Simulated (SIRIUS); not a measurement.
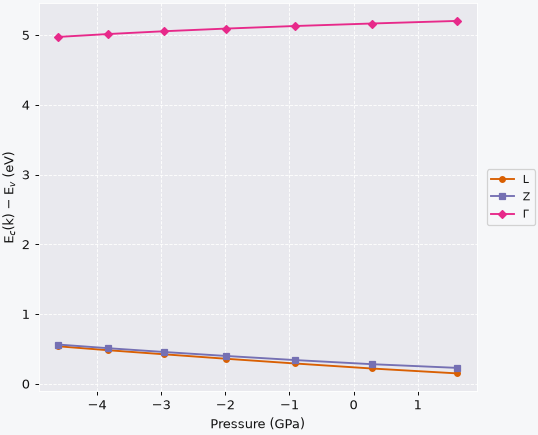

Lowest conduction level at each named k point, counted from the valence-band top at L. In reduced coordinates of the cell that was run, L is (0.5, 0, 0) and Z is (0.5, 0.5, 0.5).

System: PbS, space group R3m, 2 atoms in the primitive cell. The cell is scaled at fixed shape and fractional positions. At 26.69 Å³/atom, a = 4.225 Å, c = 10.356 Å (hexagonal axes). Computed with SIRIUS 7.10.0: PBEsol, PseudoDojo 0.4.1 PBEsol standard (scalar relativistic), no spin polarisation, no spin-orbit coupling, 8×8×8 k mesh, 765 eV cutoff.

**How does each level move from −4.6 GPa to 1.6 GPa?**

L falls by 0.39 eV, Z falls by 0.33 eV and Γ rises by 0.23 eV.

**What are the pressure coefficients?**

Straight lines through the points have slopes of −63 at L, −54 at Z and +36 at Γ (meV per GPa).

The values:
```
pressure  L (eV)  Z (eV)  Γ (eV)  volume (Å³/atom)
−4.6 GPa    0.54    0.56    4.97             28.29
−3.8 GPa    0.48    0.51    5.01             27.75
−3.0 GPa    0.42    0.46    5.05             27.22
−2.0 GPa    0.36    0.40    5.09             26.69
−0.9 GPa    0.29    0.34    5.13             26.15
 0.3 GPa    0.22    0.28    5.17             25.62
 1.6 GPa    0.15    0.23    5.20             25.08
```

Spin-orbit coupling is left out, which matters for Pb and can close so small a gap. The usual form of PbS is rocksalt.
